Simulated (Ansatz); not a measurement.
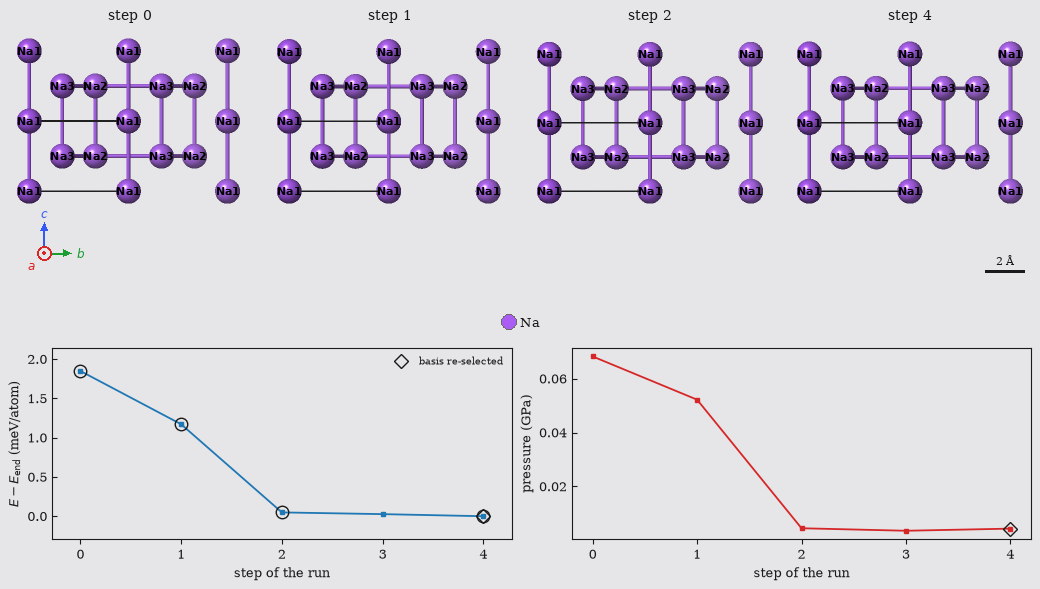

Frames of a relaxation of a crystal of Na (a generated structure, set up in P6/mmm), marked on the history of the run. Style: ball-and-stick. Shown: the cell of the calculation, repeated 1 × 2 × 2 with one cell outlined, along the a axis.

Phase: omega (AlB2-type).

Computed with DFT, r2SCAN, plane waves (500 eV) with PAW, scalar-relativistic in Ansatz 0.2.0. (plane-wave cutoff 500 eV; k-point mesh 6 × 6 × 9; occupations fermi dirac; smearing width 0.1 eV; no spin polarisation; cell and atoms relaxed; force threshold 0.01 eV/Å; at most 60 steps)

What happens along the run?

No atom moves by more than 0.005 Å relative to the cell. Cell: a = b 5.973 → 6.060 Å (+1.5 %), c 3.661 → 3.580 Å (−2.2 %). Volume +0.7 %. Among the contacts that change: Na1–Na1 3.661 → 3.580 Å, Na2–Na3 3.449 → 3.499 Å. The space group stays P6/mmm (No. 191). Over 3 accepted moves (4 points after the start) the energy falls by 1.8 meV per atom. All forces vanish by symmetry, so only the cell relaxes. Pressure: 0.07 GPa at the start and 0.00 GPa at the end. The SCF was repeated once at an unchanged geometry on a basis and grid sized afresh for the cell, which shifted the energy by less than 0.05 meV per atom at most. Cost: 57 s on 1 thread of Intel(R) Xeon(R) Platinum 8259CL CPU @ 2.50GHz (Skylake/Cascade Lake), on a shared host, peak memory 0.8 GiB. From step 0 to 1: volume +0.2 %, energy −0.7 meV per atom. From step 1 to 2: volume +0.5 %, energy −1.1 meV per atom. From step 2 to 4: energy 0.0 meV per atom.
